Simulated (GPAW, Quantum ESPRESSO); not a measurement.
# Core-hole calculation of the B K edge in BAs (F-43m), part 2 of 4

Do two independent programs agree on the B K edge of BAs (F-43m)? The same cell and functional are run with XSpectra and with GPAW.

Quantum ESPRESSO 7.5 and GPAW 26.7.0; core-hole supercells, plane-wave PAW PBE.

So far. Step 2 (Ground state of the crystal (Quantum ESPRESSO)): The mesh shows a gap of 1.17 eV, so the hole is first treated in a charged cell, without the excited electron. Step 3 (Spectrum without a core hole, B atom 2 (Quantum …): Main maxima below 24 eV (height): 2.8 eV (1.24), 4.8 eV (1.46), 6.2 eV (1.56), 8.1 eV (1.44), 9.2 eV (1.52), 11.0 eV (1.81) and 15.4 eV (1.33). A K edge sees empty p states on the absorber.

**6. The atom with a core hole (Quantum ESPRESSO)**

Level of this step: all-electron atom with a core hole and its PAW potential, PBE, scalar-relativistic (Quantum ESPRESSO).

The final state has one core electron fewer, so a PAW data set is made for an atom with that hole.

B.pbe-n-kjpaw-1sch.ld1.in

```
&input
   title='B', zed=5., rel=1, iswitch=3, dft='PBE',
   config='1s1 2s2 2p1'
/
&inputp
   file_pseudopw='B.pbe-n-kjpaw-1sch.UPF', author='',
   lpaw=.true.,
   pseudotype=3,
   lloc=-1,
   rcloc=1.2,
   which_augfun='PSQ',
   rmatch_augfun_nc=.true.,
   nlcc=.true.,
   new_core_ps=.true.,
   rcore=0.9,
   tm=.true.,
   zval=4,
   lgipaw_reconstruction=.true., use_paw_as_gipaw=.true.
/
4
2S  1  0  2.00  0.00  1.00  1.20  0.0
2S  1  0  0.00  3.00  1.00  1.20  0.0
2P  2  1  1.00  0.00  1.00  1.40  0.0
2P  2  1  0.00  1.50  1.00  1.40  0.0
```

Started as:

```console
> ld1.x < B.pbe-n-kjpaw-1sch.ld1.in > B.pbe-n-kjpaw-1sch.ld1.out
```

Log:

```text
     [... banner and references ...]
PAW data will be used for GIPAW calculation
     --------------------------- All-electron run ----------------------------

     B
     scalar relativistic calculation

     atomic number is  5.00
     dft =PBE   lsd =0 sic =0 latt =0  beta=0.20 tr2=1.0E-14
     Exchange-correlation= PBE
                           (   1   4   3   4   0   0   0)
     mesh =1059 r(mesh) = 101.04461 a.u. xmin = -7.00 dx = 0.01250
     1 Ry =  13.60569312 eV, c = 137.03599908

     n l     nl                  e(Ry)          e(Ha)          e(eV)
     1 0     1S 1( 1.00)       -17.2398        -8.6199      -234.5589
     2 0     2S 1( 2.00)        -1.7450        -0.8725       -23.7422
     2 1     2P 1( 1.00)        -1.2992        -0.6496       -17.6766

     final scf error:  7.0E-15 reached in  24 iterations

     Etot =     -33.986705 Ry,     -16.993352 Ha,    -462.412672 eV

     Ekin =      33.847929 Ry,      16.923964 Ha,     460.524531 eV
     Encl =     -76.249618 Ry,     -38.124809 Ha,   -1037.428905 eV
     Eh   =      13.307689 Ry,       6.653844 Ha,     181.060327 eV
     Exc  =      -4.892704 Ry,      -2.446352 Ha,     -66.568626 eV

     normalization and overlap integrals

     s(1S/1S) =  1.000000  <r> =   0.3092  <r2> =    0.1288  r(max) =   0.2025
     s(1S/2S) = -0.000101
     s(2S/2S) =  1.000000  <r> =   1.5671  <r2> =    2.9165  r(max) =   1.2720
     s(2P/2P) =  1.000000  <r> =   1.4985  <r2> =    2.7995  r(max) =   1.1225

     ------------------------ End of All-electron run ------------------------

     --------------------- Generating PAW atomic setup --------------------

      Generating local potential from pseudized AE potential:
      Matching radius rcloc =   1.2000

[...]
(   1   4   3   4   0   0   0)
     mesh =1059 r(mesh) = 101.04461 a.u. xmin = -7.00 dx = 0.01250
     1 Ry =  13.60569312 eV, c = 137.03599908

     n l     nl                  e(Ry)          e(Ha)          e(eV)
[...]
final scf error:  7.0E-15 reached in  24 iterations

     Etot =     -33.986705 Ry,     -16.993352 Ha,    -462.412672 eV

     Ekin =      33.847929 Ry,      16.923964 Ha,     460.524531 eV
     Encl =     -76.249618 Ry,     -38.124809 Ha,   -1037.428905 eV
     Eh   =      13.307689 Ry,       6.653844 Ha,     181.060327 eV
     Exc  =      -4.892704 Ry,      -2.446352 Ha,     -66.568626 eV

     normalization and overlap integrals

     s(1S/1S) =  1.000000  <r> =   0.3092  <r2> =    0.1288  r(max) =   0.2025
     s(1S/2S) = -0.000101
     s(2S/2S) =  1.000000  <r> =   1.5671  <r2> =    2.9165  r(max) =   1.2720
     s(2P/2P) =  1.000000  <r> =   1.4985  <r2> =    2.7995  r(max) =   1.1225

     ------------------------ End of All-electron run ------------------------

     ---------------------- Testing the pseudopotential ----------------------

     B
     scalar relativistic calculation

     atomic number is  5.00   valence charge is  4.00
     dft = SLA  PW   PBX  PBC   lsd =0 sic =0 latt =0  beta=0.20 tr2=1.0E-14
     mesh =1059 r(mesh) = 101.04461 xmin = -7.00 dx = 0.01250

     n l     nl             e AE (Ry)        e PS (Ry)    De AE-PS (Ry)
     1 0     2S   1( 2.00)       -1.74502       -1.74503        0.00001
     2 1     2P   1( 1.00)       -1.29921       -1.29921        0.00001

     eps = 5.7E-15  iter =  3

     Etot =     -33.986705 Ry,     -16.993352 Ha,    -462.412672 eV
     Etotps =   -12.040305 Ry,      -6.020152 Ha,    -163.816689 eV

     Ekin =       9.819446 Ry,       4.909723 Ha,     133.600368 eV
     Encl =     -22.258225 Ry,     -11.129113 Ha,    -302.838585 eV
     Ehrt =       5.291177 Ry,       2.645588 Ha,      71.990126 eV
     Ecxc =      -4.892702 Ry,      -2.446351 Ha,     -66.568599 eV
     (Ecc =      -0.191856 Ry,      -0.095928 Ha,      -2.610328 eV)

     ---------------------- End of pseudopotential test ----------------------
```

Wall time 0.61 s (1 MPI rank of Arm Neoverse V2, shared host); peak memory 0.12 GiB.

**7. Supercell with FCH, B atom 2 (Quantum ESPRESSO)**

The holes are 5.9 Å apart. The excited electron is left out and a uniform background balances the charge.

scf.in

```
&control
   calculation='scf', prefix='x', pseudo_dir='../pp', outdir='tmp', tprnfor=.true.
/
&system
   ibrav=0, nat=12, ntyp=3, nbnd=28
   ecutwfc=56, ecutrho=360
   occupations='fixed'
   tot_charge=1
/
&electrons
   conv_thr=1.2e-07, electron_maxstep=120
   mixing_beta=0.5
/
ATOMIC_SPECIES
As 1.0 As.pbe-n-kjpaw.UPF
B0 1.0 B.pbe-n-kjpaw-1sch.UPF
B 1.0 B.pbe-n-kjpaw.UPF
CELL_PARAMETERS angstrom
  -2.38850000 -2.38850000 -4.77700000
  -2.38850000 -2.38850000 4.77700000
  -2.38850000 4.77700000 2.38850000
ATOMIC_POSITIONS crystal
As   0.87500000 0.62500000 0.00000000
As   0.54166667 0.62500000 0.33333333
As   0.37500000 0.12500000 0.00000000
As   0.20833333 0.62500000 0.66666667
As   0.04166667 0.12500000 0.33333333
As   0.70833333 0.12500000 0.66666667
B0   0.00000000 0.00000000 0.00000000
B    0.66666667 0.00000000 0.33333333
B    0.50000000 0.50000000 0.00000000
B    0.33333333 0.00000000 0.66666667
B    0.16666667 0.50000000 0.33333333
B    0.83333333 0.50000000 0.66666667
K_POINTS automatic
4 3 4 0 0 0
```

Started as:

```console
> OMP_NUM_THREADS=1 mpirun --oversubscribe --bind-to none -np 4 pw.x -nk 4 -in scf.in > scf.out
```

Log:

```text
     [... banner and references ...]
[banner, memory and clock lines left out]
using ibrav=0 with symmetry is DISCOURAGED, use correct ibrav instead

     G-vector sticks info

     bravais-lattice index     =            0
     lattice parameter (alat)  =      11.0560  a.u.
     unit-cell volume          =    1103.4524 (a.u.)^3
     number of atoms/cell      =           12
     number of atomic types    =            3
     number of electrons       =        48.00
     number of Kohn-Sham states=           28
     kinetic-energy cutoff     =      56.0000  Ry
     charge density cutoff     =     360.0000  Ry
     scf convergence threshold =      1.2E-07
     mixing beta               =       0.5000
     number of iterations used =            8  plain     mixing
     Exchange-correlation= SLA  PW   PBX  PBC
                           (   1   4   3   4   0   0   0)

     celldm(1)=  11.056043  celldm(2)=   0.000000  celldm(3)=   0.000000
     celldm(4)=   0.000000  celldm(5)=   0.000000  celldm(6)=   0.000000

     crystal axes: (cart. coord. in units of alat)
               a(1) = (  -0.408248  -0.408248  -0.816497 )
               a(2) = (  -0.408248  -0.408248   0.816497 )
               a(3) = (  -0.408248   0.816497   0.408248 )

     reciprocal axes: (cart. coord. in units 2 pi/alat)
               b(1) = ( -1.020621 -0.204124 -0.612372 )
               b(2) = ( -0.612372 -0.612372  0.612372 )
               b(3) = ( -0.816497  0.816497  0.000000 )

     PseudoPot. #1 for As:     Pseudo is Projector augmented-wave + core cor, Zval =  5.0

     ../pp/B.pbe-n-kjpaw-1sch.UPF
     Pseudo is Projector augmented-wave + core cor, Zval =  4.0
     Shape of augmentation charge: PSQ
[...]
ethr =  1.99E-09,  avg # of iterations =  2.0

[...]
total energy              =   -1127.41467953 Ry
     estimated scf accuracy    <       0.00000023 Ry

     iteration # 12     ecut=    56.00 Ry     beta= 0.50
     Davidson diagonalization with overlap
     ethr =  4.78E-10,  avg # of iterations =  3.1

     negative rho (up, down):  5.167E-03 0.000E+00

     End of self-consistent calculation

          k =-0.0000 0.0000 0.0000 (  7779 PWs)   bands (ev):

    -6.8825  -3.9623  -3.1569  -3.1467  -3.1458  -2.6342  -0.6686   0.0324
     0.6757   0.7395   0.9251   2.2966   2.4553   3.2323   3.2828   4.3451
     4.8110   5.1851   5.7385   6.5069   6.5269   8.3587   8.4603   8.4743
    10.5278  11.0185  11.2737  11.6835

     [... bands of 16 further k-points ...]

     highest occupied, lowest unoccupied level (ev):     8.4743    9.8420

!    total energy              =   -1127.41467958 Ry
     total all-electron energy =    -27416.361972 Ry
     estimated scf accuracy    <       0.00000010 Ry

     The total energy is the sum of the following terms:
     one-electron contribution =      39.28540356 Ry
     hartree contribution      =       8.70309771 Ry
     xc contribution           =     -86.64263866 Ry
     ewald contribution        =    -123.81420665 Ry
     one-center paw contrib.   =    -964.94633554 Ry

     convergence has been achieved in  12 iterations

     negative rho (up, down):  5.167E-03 0.000E+00

     Forces acting on atoms (cartesian axes, Ry/au):

     atom    1 type  1   force =    -0.00442195   -0.00442195   -0.00034198
     atom    2 type  1   force =     0.00701596    0.00604971   -0.00421664
     atom    3 type  1   force =     0.00488465    0.00488465    0.01481218
[...]
atom   11 type  3   force =    -0.00570437   -0.01370557    0.00138622
     atom   12 type  3   force =    -0.01370557   -0.00570437    0.00138622

     Total force =     0.055766     Total SCF correction =     0.000391

     XML data file, charge density, pseudopotentials, collected wavefunctions
```

Run time: 30 s. Hardware: 4 MPI ranks; peak memory 0.19 GiB; 2 min of CPU time.

Energy with the hole: -373018.607 eV, cores included.

**8. Spectrum with FCH, B atom 2 (Quantum ESPRESSO)**

The Lanczos recursion gives the spectrum without computing empty bands; each polarisation needs a run of its own on the full k mesh. xe0 is set between filled and empty states, and states below it are cut. The file of filecore holds the core orbital, taken from the hole-free data set.

xspectra.in

```
&input_xspectra
   calculation='xanes_dipole', edge='K'
   prefix='x', outdir='tmp', xiabs=2, xe0=9.1581
   xonly_plot=.false., x_save_file='xanes.sav'
   xniter=3000, xcheck_conv=20, xerror=0.005
   xcoordcrys=.false., xepsilon(1)=1, xepsilon(2)=0, xepsilon(3)=0
/
&plot
   xnepoint=413, xemin=-10, xemax=45, terminator=.true., cut_occ_states=.true.
   xgamma=0.4
/
&pseudos
   filecore='../B.wfc'
/
&cut_occ
   cut_desmooth=0.1, cut_stepl=0.05, cut_stepu=0.05, cut_ierror=1e-5
/
5 4 5 0 0 0
```

xspectra_1.in, as its differences from xspectra.in of step 8:

```diff
@@ -5,3 +5,3 @@
    xniter=3000, xcheck_conv=20, xerror=0.005
-   xcoordcrys=.false., xepsilon(1)=1, xepsilon(2)=0, xepsilon(3)=0
+   xcoordcrys=.false., xepsilon(1)=0, xepsilon(2)=0, xepsilon(3)=1
 /
```

Started as:

```console
> OMP_NUM_THREADS=1 mpirun --oversubscribe --bind-to none -np 4 xspectra.x -nk 4 -in xspectra.in > xspectra.out
```

Log:

```text
     [... banner and references ...]
Reading input_file

     calculation: xanes_dipole

     xepsilon  [cartesian coordinates]:   1.000000   0.000000   0.000000

     xonly_plot: FALSE
        => complete calculation: Lanczos + spectrum plot

     filecore (core-wavefunction file): ../B.wfc

     main plot parameters:
        cut_occ_states: TRUE
        gamma_mode:  constant
        -> using xgamma [eV]:  0.40
        xemin [eV]: -10.00
        xemax [eV]:  45.00
        xnepoint:  413
        xe0 [eV]:   9.158100 (energy zero read in input file)

     WARNING: variable ef_r is obsolete

                      Reading SCF save directory: x.save

     tmp/x.save/

     Exchange-correlation= PBE
                           (   1   4   3   4   0   0   0)

     G-vector sticks info

     negative rho (up, down):  5.167E-03 0.000E+00

                           Getting the Fermi energy

     From SCF save directory:
        ehomo [eV]:    8.4743 (highest occupied level)
        elumo [eV]:    9.8420 (lowest occupied level)
        ef    [eV]:    8.4743

     -> ef (in eV) will be written in x_save_file

                           Energy zero of the spectrum

     -> ef will NOT be used as energy zero of the spectrum
       (because xe0 read in input file)

     G-vector sticks info

     bravais-lattice index     =            0
     lattice parameter (alat)  =      11.0560  a.u.
     unit-cell volume          =    1103.4524 (a.u.)^3
     number of atoms/cell      =           12
     number of atomic types    =            3
     number of electrons       =        48.00
     number of Kohn-Sham states=           28
     kinetic-energy cutoff     =      56.0000  Ry
     charge density cutoff     =     360.0000  Ry
     Exchange-correlation= PBE
                           (   1   4   3   4   0   0   0)

     celldm(1)=  11.056043  celldm(2)=   0.000000  celldm(3)=   0.000000
     celldm(4)=   0.000000  celldm(5)=   0.000000  celldm(6)=   0.000000

     crystal axes: (cart. coord. in units of alat)
               a(1) = (  -0.408248  -0.408248  -0.816497 )
               a(2) = (  -0.408248  -0.408248   0.816497 )
               a(3) = (  -0.408248   0.816497   0.408248 )

     reciprocal axes: (cart. coord. in units 2 pi/alat)
               b(1) = ( -1.020621 -0.204124 -0.612372 )
               b(2) = ( -0.612372 -0.612372  0.612372 )
               b(3) = ( -0.816497  0.816497  0.000000 )

     PseudoPot. #1 for As:     Pseudo is Projector augmented-wave + core cor, Zval =  5.0

     ../pp/B.pbe-n-kjpaw-1sch.UPF
     Pseudo is Projector augmented-wave + core cor, Zval =  4.0
     Shape of augmentation charge: PSQ
     Using radial grid of 1059 points,  4 beta functions with:
                l(1) =   0
                l(2) =   0
                l(3) =   1
                l(4) =   1
     Q(r) pseudized with 0 coefficients

     ../pp/B.pbe-n-kjpaw.UPF
     Pseudo is Projector augmented-wave + core cor, Zval =  3.0
     Shape of augmentation charge: PSQ
     Using radial grid of 1059 points,  4 beta functions with:
                l(1) =   0
                l(2) =   0
                l(3) =   1
                l(4) =   1
     Q(r) pseudized with 0 coefficients

     atomic species   valence    mass     pseudopotential
     As                5.00     1.00000     As( 1.00)
     B0                4.00     1.00000     B ( 1.00)
     B                 3.00     1.00000     B ( 1.00)

      2 Sym. Ops. (no inversion) found

   Cartesian axes

     site n.     atom                  positions (alat units)
         1        As     tau(   1) = (  -0.6123724  -0.6123724  -0.2041241  )
         2        As     tau(   2) = (  -0.6123724  -0.2041241   0.2041241  )
         3        As     tau(   3) = (  -0.2041241  -0.2041241  -0.2041241  )
         4        As     tau(   4) = (  -0.6123724   0.2041241   0.6123724  )
         5        As     tau(   5) = (  -0.2041241   0.2041241   0.2041241  )
         6        As     tau(   6) = (  -0.6123724   0.2041241  -0.2041241  )
[...]
9        B      tau(   9) = (  -0.4082483  -0.4082483   0.0000000  )
        10        B      tau(  10) = (  -0.4082483   0.4082483   0.0000000  )
        11        B      tau(  11) = (  -0.4082483  -0.0000000   0.4082483  )
        12        B      tau(  12) = (  -0.8164966   0.0000000   0.0000000  )

     number of k points=   100

     Number of k-points >= 100: set verbosity='high' to print them.

     Dense  grid:   127337 G-vectors     FFT dimensions: (  72,  72,  72)

     Smooth grid:    62415 G-vectors     FFT dimensions: (  54,  54,  54)

     The potential is recalculated from file :
     tmp/x.save/charge-density

     negative rho (up, down):  5.167E-03 0.000E+00
     Starting wfcs are   48 atomic wfcs
     Checking if some PAW data can be deallocated...

               Reading core wavefunction file for the absorbing atom

     ../B.wfc successfully read

                              Attributing the PAW radii
                     for the absorbing atom [units: Bohr radius]

        PAW proj 1: r_paw(l= 0)= 1.80  (1.5*r_cut)
        PAW proj 2: r_paw(l= 0)= 1.80  (1.5*r_cut)
        PAW proj 3: r_paw(l= 1)= 2.10  (1.5*r_cut)
        PAW proj 4: r_paw(l= 1)= 2.10  (1.5*r_cut)

        NB: The calculation will not necessary use all these r_paw values.
            - For a edge in the electric-dipole approximation,
              only the r_paw(l=1) values are used.
            - For a K edge in the electric-quadrupole approximation,
              only the r_paw(l=2) values are used.

            - For a L2 or L3 edge in the electric-quadrupole approximation,

              all projectors (s, p and d) are used.

                          Starting XANES calculation
                     in the electric dipole approximation

     Method of calculation based on the Lanczos recursion algorithm
        - STEP 1: Construction of a kpoint-dependent Lanczos basis,
          in which the Hamiltonian is tridiagonal (each 'iter'
          corresponds to the calculation of one more Lanczos vector)
        - STEP 2: Calculation of the cross-section as a continued fraction
          averaged over the k-points.

     ... Begin STEP 1 ...

        Radial transition matrix element(s) used in the calculation of the
        initial vector of the Lanczos basis (|tilde{phi}_abs> normalized)
        | For PAW proj. (l=1) #1: radial matrix element =   0.293845546
        | For PAW proj. (l=1) #2: radial matrix element =   0.367512525

NB: the    25 k-point are not all listed below because npool=  4
        |-------------------------------------------------------------
        ! k-point #     1:  (-0.0000,  0.0000,  0.0000),  0.0200,   1
        |-------------------------------------------------------------
 okvan= T
        |   Norm of the initial Lanczos vector: 0.20704488E+00
        |   Estimated error at iter     20:   1.00508520
        |   Estimated error at iter     40:   0.32747804
        |   Estimated error at iter     60:   0.12636045
        |   Estimated error at iter     80:   0.27201523
        |   Estimated error at iter    100:   0.15454161
[...]
!   => CONVERGED at iter    360 with error=  0.00415816
        |-------------------------------------------------------------
        ! k-point #     2:  (-0.1633,  0.1633,  0.0000),  0.0200,   1
        |-------------------------------------------------------------
 okvan= T
        |   Norm of the initial Lanczos vector: 0.20704788E+00
[...]
!   => CONVERGED at iter    500 with error=  0.00216245
        |-------------------------------------------------------------
     [... 22 further k-points ...]
        ! k-point #    25:  (-0.8573,  0.6124, -0.1225),  0.0200,   1
        |-------------------------------------------------------------
 okvan= T
        |   Norm of the initial Lanczos vector: 0.20704650E+00
[...]
|   Estimated error at iter    400:   0.01322489
        |   Estimated error at iter    420:   0.00952660
        |   Estimated error at iter    440:   0.00514064
        !   => CONVERGED at iter    460 with error=  0.00325045

     Results of STEP 1 successfully written in x_save_file
     x_save_file name:
     ->  xanes.sav
     x_save_file version:  2

     ... End STEP 1 ...

     ... Begin STEP 2 ...

     The spectrum is calculated using the following parameters:
        xe0 [eV]:    9.1581
        the occupied states are elimintate from the spectrum
        xemin [eV]: -10.00
        xemax [eV]:  45.00
        xnepoint:  413
        constant broadening parameter [eV]:    0.400
        Core level energy [eV]:  -188.0
         (from electron binding energy of neutral atoms in X-ray data booklet)

     Cross-section successfully written in xanes.dat

     ... End STEP 2 ...

                                END JOB XSpectra
```

It took 2.3 min on 4 MPI ranks; peak memory 0.13 GiB.

The B K spectrum, B atom 2, full core hole (charged cell) (energy from the lowest empty level; intensity scaled to a mean of 1 over the first 20 eV; the points at xe0, where the cut of filled states can leave a spike, are interpolated):

| E (eV) | intensity |
| --- | --- |
| -2.0 | 0.09 |
| -0.5 | 0.28 |
| 1.0 | 1.72 |
| 2.5 | 1.78 |
| 4.0 | 1.74 |
| 5.5 | 1.35 |
| 7.0 | 1.21 |
| 8.5 | 0.92 |
| 10.0 | 1.18 |
| 11.5 | 0.53 |
| 13.0 | 0.65 |
| 14.5 | 0.83 |
| 16.0 | 0.41 |
| 17.5 | 0.37 |
| 19.0 | 0.43 |
| 20.5 | 0.72 |
| 22.0 | 0.79 |
| 23.5 | 0.72 |
| 25.0 | 0.69 |
| 26.5 | 0.69 |
| 28.0 | 0.61 |
| 29.5 | 0.57 |
| 31.0 | 0.63 |

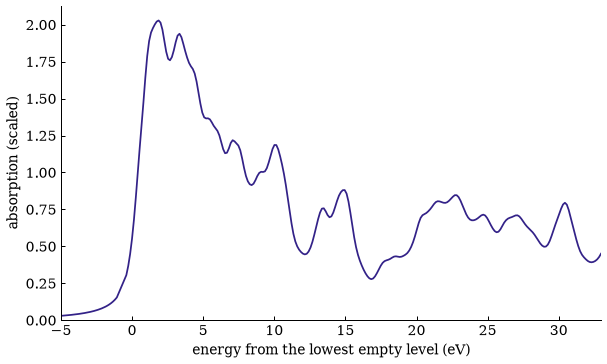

The B K edge, B atom 2, full core hole (charged cell): main maxima at 1.9, 3.3 and 7.1 eV.

Main maxima below 24 eV (height): 1.9 eV (2.03), 3.3 eV (1.94), 7.1 eV (1.22), 10.0 eV (1.19), 14.9 eV (0.88) and 22.7 eV (0.85). 

The hole costs E(hole) − E(ground) = 184.97 eV, and the lowest empty level of the hole cell lies at 9.84 eV, which puts the zero at 194.81 eV. One term is added: -5.59 eV, since the hole is spin-paired here and a spin-polarised one costs that much less in the free atom (computed apart). The photon energy is then 189.22 eV. The functional and the charged cell's background leave an error of a few eV in such absolute values.

(Part 2 of 4 ends here.)

[Banner, clock and machine lines of the logs are left out without a mark of their own.]

[Logs are printed without paths, hosts, clocks, repeated set-up lines and the standing remarks that a program may print on its own settings, such as how far it seeks lower states.]

[Hosts, paths, dates, database ids (printed as entryN), source tags and the programs' standing remarks are cut or masked in the printed files.]

[Lists of maxima count a maximum above −3 eV only where it reaches 4 % of the highest in the window and stands out from its surroundings by 2 % of it (1.5 % where it reaches 55 %); shoulders and weaker maxima are passed over, and of the rest the first, up to two pre-edge ones and the few strongest are named.]
